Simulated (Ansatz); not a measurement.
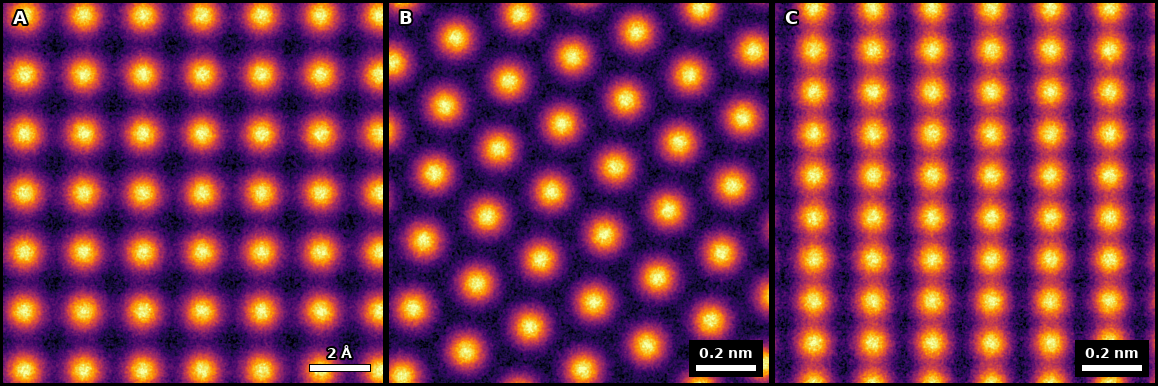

Three views of Cu (Im-3m, No. 229) along different zone axes. Simulated as the projected potential of neutral atoms (B = 0.5 Å²) blurred by a 0.73 Å probe, the thin-sample limit of integrated differential phase contrast. The display is stretched by a gamma of 0.65; percentages refer to the linear signal. Shot noise was added. Structure used: the input geometry of a calculation; the starting structure was generated, so it need not be a known form of this composition.

```
Cu
1.0
     2.86526    0.00000    0.00000
     0.00000    2.86526    0.00000
     0.00000    0.00000    2.86526
Cu
2
Cartesian
  0.0000 0.0000 0.0000
  1.4326 1.4326 1.4326
```

**Match the panels to the zone axes [001], [110] and [111].**

A is [001]: projected cell 2.03 × 2.03 Å, 90°, plane group p4mm. B is [111]: projected cell 2.34 × 2.34 Å, 120°, plane group p6mm. C is [110]: projected cell 1.43 × 2.03 Å, 90°, plane group p2mm.
